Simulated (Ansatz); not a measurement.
Single-point calculation of C

C (12 atoms in the cell), computed with DFT LDA, scalar-relativistic, plane waves, PAW, PAW set soft_1, no spin polarisation (Ansatz 0.2.0).

The structure derives from a Materials Project entry.

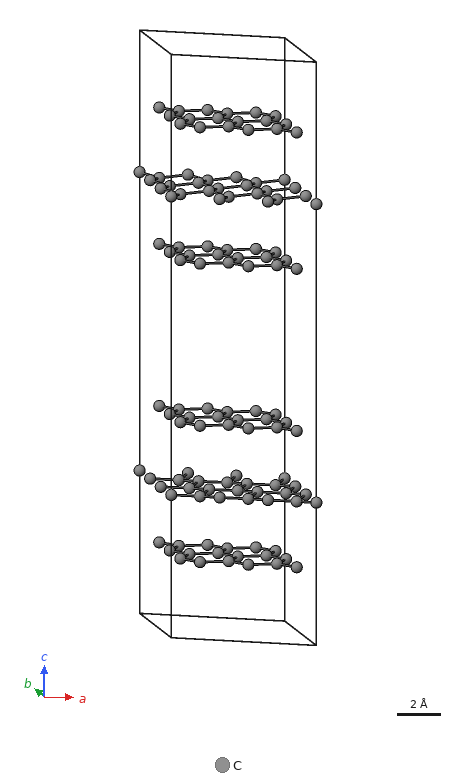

Figure 1. The structure as given in the input (ball-and-stick view of the 3 × 3 repeat of the cell, with the vacuum cut short, seen slightly off an axis). Near neighbours in the crystal (not all of them lie inside the picture): C has 3 C at 1.37 Å.

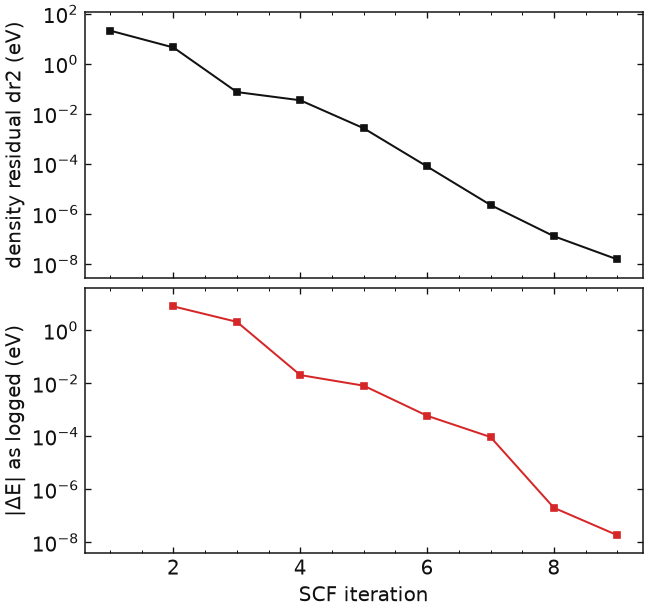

Figure 2. Convergence of the self-consistent field: density residual dr2 and size of the energy change against the SCF iteration. The residual falls at every step.

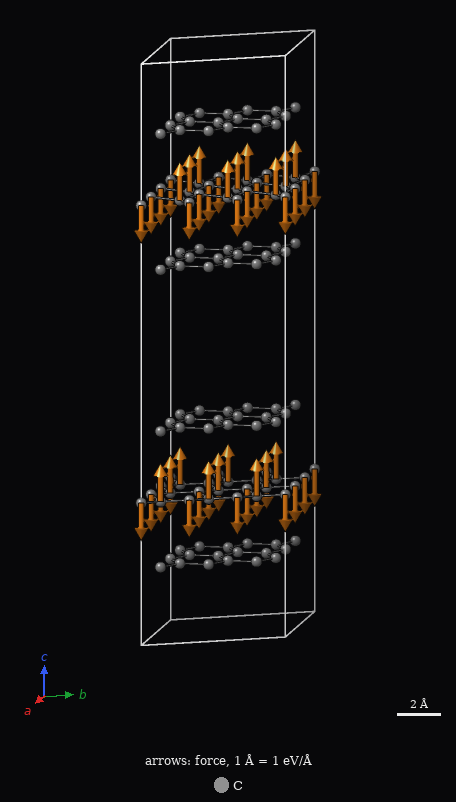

Figure 3. Forces on the atoms as orange arrows (ball-and-stick view of the 3 × 3 repeat of the cell, with the vacuum cut short, seen slightly off an axis); the smallest are left out. The largest act on C8, C10 (1.84 eV/Å); C5, C7 (1.81 eV/Å). Atoms are counted from 1 in the order of the input and aren't labelled in the picture. The geometry is not a stationary point of this energy.

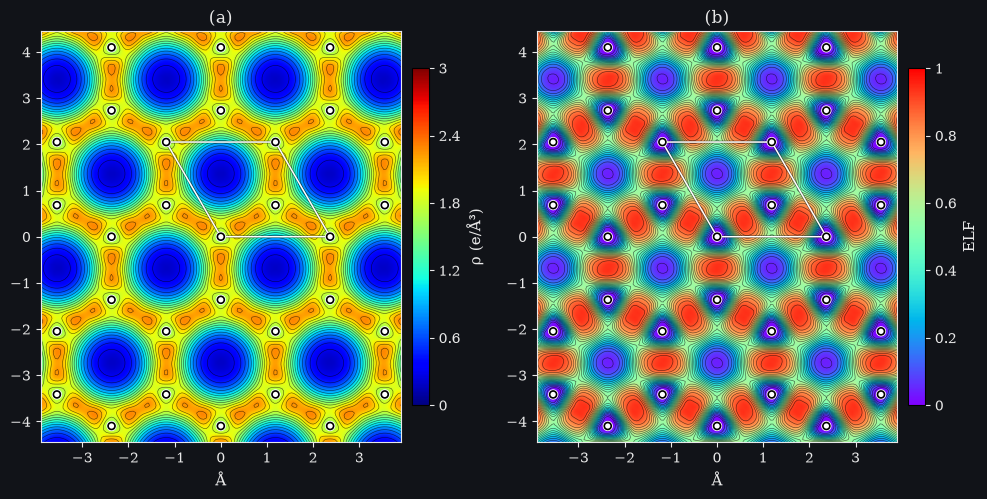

Figure 4. (a) valence electron density; (b) ELF on the (001) plane of the conventional cell. Circles mark the nuclei in the plane (C). The section cuts through C sites. C–C (1.37 Å): the density is about 2.2 e/Å³ at the midpoint, a local maximum along the line; the ELF peaks at about 0.95 between the atoms (a covalent bond). Away from the nuclei the density in this plane falls to 0.19 e/Å³ at its lowest. The fields are those of the smooth PAW valence density.

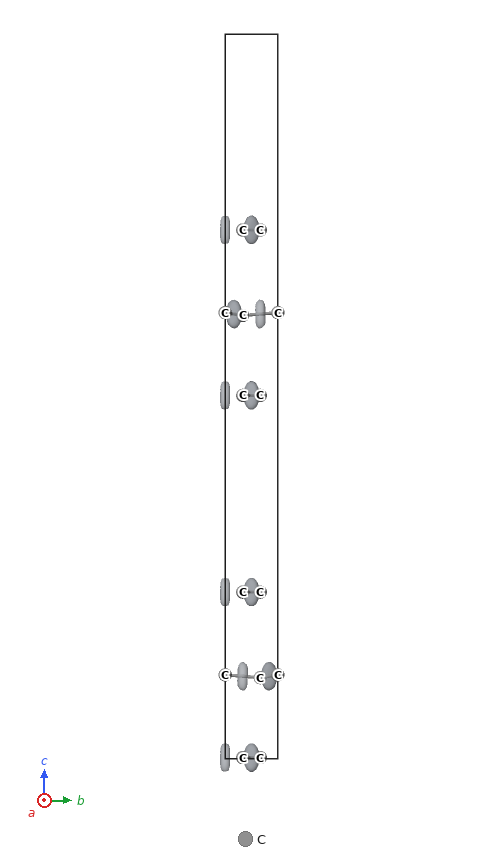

Figure 5. Isosurface of the electron localisation function at 0.85 (grey), seen along the a axis. Core shells and regions of very low density are left out. Sticks mark near contacts. The outline is the cell set on symmetry axes. Profiles from the grid: C–C (1.37 Å): the ELF peaks at about 0.95 between the atoms (localised, shared-pair bonding).

These pictures come from the run below.

### The input
```yaml
crystal:
  lattice:
    - [2.3660164667, 0.0, 0.0]
    - [-1.1830082334, 2.0490303659, 0.0]
    - [0.0, 0.0, 28.15323546]
  atoms:
    - { symbol: C, position: [0.6666666667, 0.3333333333, 0.0014381788] }
    - { symbol: C, position: [0.6666666667, 0.3333333333, 0.5014563039] }
    - { symbol: C, position: [0.6666666667, 0.3333333333, 0.7298539282] }
    - { symbol: C, position: [0.6666666667, 0.3333333333, 0.2298723132] }
    - { symbol: C, position: [0.0, 0.0, 0.6156893956] }
    - { symbol: C, position: [0.3333333333, 0.6666666667, 0.2298539282] }
    - { symbol: C, position: [0.0, 0.0, 0.1156893956] }
    - { symbol: C, position: [0.6666666667, 0.3333333333, 0.6118154612] }
    - { symbol: C, position: [0.3333333333, 0.6666666667, 0.7298723132] }
    - { symbol: C, position: [0.3333333333, 0.6666666667, 0.1118154612] }
    - { symbol: C, position: [0.3333333333, 0.6666666667, 0.5014381788] }
    - { symbol: C, position: [0.3333333333, 0.6666666667, 0.0014563039] }
basis:
  ecutwfc: 520.0
kpoints:
  mp_grid: { grid: [18, 18, 2] }
hamiltonian:
  xc: lda
  pseudopotentials: { kind: paw, azcp: { folder: soft_1 } }
scf:
  occupations: { method: gaussian, width: 0.15 }
output:
  forces: true
  stress: true
  eigenvalues: true
  write_density: true
  write_potential: true
  elf: true
  volumetric_format: npy
```

Launched with:
```bash
ansatz run input.yaml --threads 4 --pin off --max-ram 8192MiB --backend cpu --events-out ev --progress --plain --runs-dir out
```

### What the program printed
```
Warning: [file] the record states the generating functional pbe (its physics header spells it `PBE`), which answers neither for hamiltonian.xc's functional nor for the lda family's — results may be inconsistent (PPs are generated against a specific XC)
Engine: ansatz 0.2.0, x86_64-unknown-linux-gnu
Pseudopotentials: kind: paw
Pseudopotential: C, paw, valence charge 4, recommended cutoff 420 eV (normal), [file]
Functional definition: SPW92
  exchange = slater_x
  correlation = pw_c
Crystal: 12 atoms, lattice volume = 136.488 Å³
Basis set: ecut = 520 eV, 3747 PW (Γ)
Bands: 36, of which v1, the nominal top of the filled ones, is band 24 counted from 1 (23 counted from 0)
Symmetry: 12 space group operations
Space group: P63mc (ITA 186), of the structure as read, at distance tolerance 5.1e-5 Å
k-points: 74 of 648
Non-local potential: C, projectors of the file, l = 0: 2, l = 1: 2, l = 2: 1
PAW form: soft (Blöchl's): semilocal exchange-correlation on the pseudo side does not see the compensation charge
PAW frozen core: C, regenerated for the run's functional, and the local potential with it (the file was generated under x = pbe(κ = 0.804, μ = 0.2195149727645171), c = pbe(β = 0.06672455060314922))
PAW one-centre angular grid: C, 110 points (default); XC on 64 Gauss nodes
Initial density: superposition of atomic densities (neutral atoms: chi_scale 0, normalization atom)
Initial wavefunctions: pseudopotential atomic-orbital guess
Functional: x = slater, c = lda
SCF iter   1: F=—  HF=-2924.790416 eV  |F-HF|=—  |Δ(HF+E_count)|=         —  Δρ=1.33e-1  dr2=2.14e1  ethr=3.10e-3  ⟨swp⟩=10.4  Hψ=16648  notcnv=0  defer=33
preconditioner: auto → LDOS  [metal: Δε(μ)=0.015 eV  Ē_g=17.556 eV  σ=0.150 eV  W_gap=0.06  n_scr=20 (ndim 8)  ℏωp=22.0 eV  f_vac=0.287  D(μ)=0.37/eV (n_scr^D=6)  β→1.0]
SCF iter   2: F=—  HF=-2916.760080 eV  |F-HF|=—  |Δ(HF+E_count)|=    8.03e0  Δρ=5.48e-2  dr2=4.52e0  ethr=3.10e-3  ⟨swp⟩=5.0  Hψ=8336  notcnv=0  defer=463
SCF iter   3: F=—  HF=-2914.656408 eV  |F-HF|=—  |Δ(HF+E_count)|=    2.10e0  Δρ=5.57e-3  dr2=7.48e-2  ethr=3.10e-3  ⟨swp⟩=3.8  Hψ=6067  notcnv=0  defer=462
SCF iter   4: F=—  HF=-2914.635771 eV  |F-HF|=—  |Δ(HF+E_count)|=   2.06e-2  Δρ=3.74e-3  dr2=3.51e-2  ethr=1.56e-4  ⟨swp⟩=2.5  Hψ=5188  notcnv=0  defer=464
SCF iter   5: F=—  HF=-2914.627582 eV  |F-HF|=—  |Δ(HF+E_count)|=   8.19e-3  Δρ=1.07e-3  dr2=2.67e-3  ethr=7.32e-5  ⟨swp⟩=2.1  Hψ=3141  notcnv=0  defer=464
SCF iter   6: F=—  HF=-2914.626982 eV  |F-HF|=—  |Δ(HF+E_count)|=   6.00e-4  Δρ=2.41e-4  dr2=7.91e-5  ethr=5.57e-6  ⟨swp⟩=2.2  Hψ=3469  notcnv=0  defer=464
SCF iter   7: F=—  HF=-2914.627077 eV  |F-HF|=—  |Δ(HF+E_count)|=   9.48e-5  Δρ=3.31e-5  dr2=2.29e-6  ethr=1.65e-7  ⟨swp⟩=2.0  Hψ=4055  notcnv=0  defer=464
SCF iter   8: F=—  HF=-2914.627076 eV  |F-HF|=—  |Δ(HF+E_count)|=   2.02e-7  Δρ=1.40e-5  dr2=1.29e-7  ethr=4.78e-9  ⟨swp⟩=2.0  Hψ=3420  notcnv=0  defer=464
SCF iter   9: F=-2914.627076 eV  HF=-2914.627076 eV  |F-HF|=9.90e-9  |Δ(HF+E_count)|=   1.87e-8  Δρ=3.37e-6  dr2=1.53e-8  ethr=2.08e-10  ⟨swp⟩=50.3  Hψ=33286  notcnv=0
the search or the solves at the SCF's close seem to have found levels that the self-consistency loop had missed (the run counts 1). By its estimate they hold under 1e-12 electrons; where the run keeps them, the occupations were computed again with them
SCF 1 converged in 9 iterations: F = -2914.627076 eV  dr2 = 1.53e-8
  greatest PAW one-centre occupation: 0.694 electrons in one spin orbital (limit 2), on the C atom at site 11 (counted from 0), in its partial waves of l = 0
WARN: The output density's exchange-correlation potential varies sharply where the density is thin. Do not read a vacuum level from v_tot or v_xc, or from such a field of the output density. On a cell that repeats whose density bears no net charge and no dipole along the vacuum's axis use v_es (v_loc + v_h of the components); under efield.dipole_correction with no amplitude use v_es + v_field, which holds any external_charges[].barrier, or the levels of the report's work_function block, which leave it out; under a non-zero efield.amplitude the vacuum is tilted and has no level; on a cell that repeats and bears such a dipole with no correction it is tilted too, and efield.dipole_correction with no amplitude gives each side of its ramp a level where efield: is served; in a cell that repeats whose density bears a net charge (total_charge, or a fill off its count) it is curved and has none; of a slab under crystal.periodic whose density bears no net charge use v_es, which has a level on each side, short of where the two are joined; of another it falls or rises all the way out and has none; of a slab beside external_charges read slab_vacuum_level instead, which it has where they leave it neutral. The grid or the basis barely resolves most such structure, and the values can differ between equally converged runs; as a rule a tighter scf.convergence.dr2_threshold does not remove it. Where the density itself ripples (under the LDA too) a higher basis.ecutwfc lessens it. The files hold the spikes' plane waves up to the density's cutoff. Files: v_tot_of_output_density and the like, and their columns of v_z.tsv (output.write_potential); v_xc_of_output_density and the like, and their columns of v_comp_z.tsv (output.write_potential_components). Measured: with its Gaussian average of σ = 0.25 Å subtracted twice, the exchange-correlation potential is over 0.1 eV at 344 of the grid points where the equally averaged density (valence and model cores) is under 1e-3 e/Å³, and 0.297 eV at the most among them, at an averaged density of 3.1e-5 e/Å³. The input density's (outcome.potential() and, of a run that writes arrays, v_tot and v_xc) is over 0.1 eV, so measured, at 364 points of its own thin density, 0.297 eV at the most. See output.write_potential in the manual, Limitations
SCF converged after 9 iterations
Free energy (F): -2914.627076 eV
Harris-Foulkes:  -2914.627076 eV  (|F-HF|=9.90e-9)
Internal energy: -2914.622973 eV  (E = F + TS)
E sigma→0 (E₀):  -2914.625025 eV
Entropy (-TS):   -0.004103 eV (-0.342 meV/atom)
Fermi energy:    4.274717 eV
--- Per-component energies (eV) ---
  E_band       = -249.865553
  E_kinetic    = 1104.584827
  E_local      = -7747.559460  (includes V_loc(G=0)·N_el)
  E_nonlocal   = 303.376378
  E_hartree    = 3451.541134
  E_xc         = -568.395660
  E_vxc        = -703.414101  (∫ρ·V_xc dr)
  E_paw        = -1116.810188  (= ΣΔE_a)
  E_vpaw       = -109.932829  (= ΣTr[D̂ρ^β])
  E_aug_tail   = -0.000013  (compensation charges beyond the density's cutoff)
  E_ewald      = 1657.886018
  E_core_change = 0.753990  (= ΣΔE_core)
  E_smearing   = -0.004103  (= −TS)
  E_closure    = 0.000000  (closes the sum)
  Σ components = -2914.627076   (vs F -2914.627076, Δ=0.00e0)
--- Forces (eV/Å), atoms counted from 1 ---
  atom   1  C      0.00000000    -0.00000000    -0.03809130
  atom   2  C     -0.00000000    -0.00000000    -0.01114320
  atom   3  C     -0.00000000    -0.00000000     0.01172529
  atom   4  C      0.00000000    -0.00000000     0.00041309
  atom   5  C      0.00000000    -0.00000000    -1.80623999
  atom   6  C      0.00000000     0.00000000     0.01172529
  atom   7  C      0.00000000     0.00000000    -1.80623999
  atom   8  C      0.00000000     0.00000000     1.84320884
  atom   9  C      0.00000000     0.00000000     0.00041309
  atom  10  C     -0.00000000    -0.00000000     1.84320884
  atom  11  C      0.00000000     0.00000000    -0.03809130
  atom  12  C      0.00000000     0.00000000    -0.01114320
  max |Σ_I F_I| component: 2.55e-4 eV/Å
--- Stress (GPa, compression-positive) ---
       34.556788      -0.000000      -0.000000
       -0.000000      34.556788      -0.000000
       -0.000000      -0.000000      -0.007602
  P = ⅓ Tr σ = 23.0353 GPa (230.353 kbar)
--- Band table (eV; the first three rows and the last of 74) ---
  k-point 0: bands = ["-16.1309", "-16.1309", "-15.9998", "-15.9998", "-15.8227", "-15.8227", "-5.0182", "-5.0180", "-4.2314", "-4.2308", "-3.2926", "-3.2920", "1.3384", "1.3384", "1.3384", "1.3384", "1.3664", "1.3664", "1.3664", "1.3664", "1.5043", "1.5043", "1.5043", "1.5043", "7.2202", "7.4508", "7.9440", "8.6467", "9.3522", "10.3623", "11.6801", "13.1170", "13.4298", "13.4298", "13.4298", "13.4298"]
  k-point 1: bands = ["-16.1309", "-16.1309", "-15.9998", "-15.9998", "-15.8227", "-15.8227", "-5.0181", "-5.0181", "-4.2311", "-4.2311", "-3.2923", "-3.2923", "1.3384", "1.3384", "1.3384", "1.3384", "1.3664", "1.3664", "1.3664", "1.3664", "1.5043", "1.5043", "1.5043", "1.5043", "7.3082", "7.3082", "8.2567", "8.2567", "9.8625", "9.8625", "12.2894", "12.2894", "13.4298", "13.4298", "13.4298", "13.4298"]
  k-point 2: bands = ["-16.0524", "-16.0524", "-15.9221", "-15.9221", "-15.7456", "-15.7456", "-4.9201", "-4.9199", "-4.1349", "-4.1342", "-3.1992", "-3.1986", "1.0322", "1.0322", "1.0604", "1.0604", "1.1598", "1.1598", "1.1879", "1.1879", "1.1966", "1.1966", "1.3258", "1.3258", "7.3249", "7.5576", "8.0417", "8.7488", "9.4422", "10.4514", "11.7678", "13.1705", "13.4364", "13.4744", "13.5095", "13.5269"]
  k-point 73: bands = ["-8.5061", "-8.5061", "-8.4496", "-8.4496", "-8.4324", "-8.4324", "-8.4201", "-8.4201", "-8.3657", "-8.3657", "-8.3051", "-8.3051", "-7.2348", "-7.2348", "-7.2069", "-7.2069", "-7.0928", "-7.0928", "3.6700", "3.6700", "4.2538", "4.2538", "4.2563", "4.2563", "4.2869", "4.2869", "4.3019", "4.3019", "4.9162", "4.9162", "14.5545", "14.5545", "14.6460", "14.6460", "15.1236", "15.1236"]
```

### Results in brief

```json
{"quantity": "outcome", "value": "converged"}
{"quantity": "space group (tolerance 0.01 Å)", "value": "P6₃mc (186)"}
{"quantity": "electrons treated", "value": "48"}
{"quantity": "free energy", "value": "−2914.6271 eV"}
{"quantity": "Fermi energy", "value": "4.275 eV"}
{"quantity": "gap on the k-point mesh", "value": "0.03 eV"}
{"quantity": "pressure", "value": "23.04 GPa"}
{"quantity": "largest force (length of the vector)", "value": "1.843 eV/Å"}
{"quantity": "hardware", "value": "4 threads of AMD EPYC (Zen 3), 32 GiB of memory available, shared host"}
{"quantity": "wall time", "value": "18 s (CPU time 69 s)"}
{"quantity": "peak memory", "value": "0.73 GiB"}
```

### Notes

The program warns: the PAW datasets were made with another functional; the exchange-correlation potential is rough where the density is thin.
